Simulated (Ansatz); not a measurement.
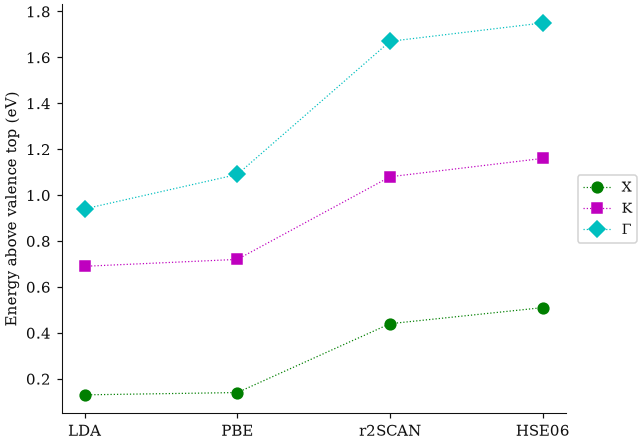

Lowest conduction level at each named k point, counted from the valence-band top at Γ, by several methods on one cell of antifluorite-type Mg2Ge, space group Fm-3m (No. 225), 3 atoms in the primitive cell, relaxed with r2SCAN; cubic a = 6.366 Å. All runs are without spin-orbit coupling and carry no moments.

```csv
method,program,X (eV),K (eV),Γ (eV)
LDA,Ansatz,0.13,0.69,0.94
PBE,Ansatz,0.14,0.72,1.09
r2SCAN,Ansatz,0.44,1.08,1.67
HSE06,Ansatz,0.51,1.16,1.75
```

One method is left out: PBE0. Predict its row. It was run as: PBE0, Ansatz PAW set, 6×6×6 k mesh, 420 eV cutoff, fixed occupations (Ansatz).

Answer. PBE0 keeps the long-range exact exchange that HSE06 screens off, so it lies above HSE06, here by 0.59 eV at X. PBE0 gives 1.10 eV at X, 1.77 eV at K and 2.33 eV at Γ, which is +0.96 eV from PBE at X.

Does PBE0 shift these levels rigidly from PBE?

Answer. The shifts are +0.96 eV at X, +1.05 eV at K and +1.24 eV at Γ, and at points that aren't plotted +1.18 eV (L) and +1.17 eV (W): over the named points that both runs hold, a spread of 0.28 eV on a mean of 1.12 eV, so one shift describes them only roughly.

How do the methods rank at X?

Answer. From low to high: LDA 0.13, PBE 0.14, r2SCAN 0.44, HSE06 0.51, PBE0 1.10 eV. Too close to rank are LDA against PBE and r2SCAN against HSE06 (different meshes and cutoffs).

Settings. LDA: Ansatz PAW set, 8×8×8 k mesh, 420 eV cutoff, Fermi-Dirac smearing of 0.02 eV (Ansatz 0.2.0). PBE: Ansatz PAW set, 8×8×8 k mesh, 420 eV cutoff, Fermi-Dirac smearing of 0.02 eV (Ansatz). r2SCAN: Ansatz PAW set, 8×8×8 k mesh, 500 eV cutoff, Fermi-Dirac smearing of 0.02 eV (Ansatz 0.2.0). HSE06: Ansatz PAW set, 6×6×6 k mesh, 420 eV cutoff, Fermi-Dirac smearing of 0.02 eV (Ansatz).

Spin-orbit coupling is left out, which matters for Ge. The cell comes from a database of computed structures, and whether it is the stable form of this composition wasn't checked. LDA, r2SCAN, HSE06 and PBE0: the PAW data sets were made with another functional. LDA, GGA and most meta-GGA functionals understate gaps.
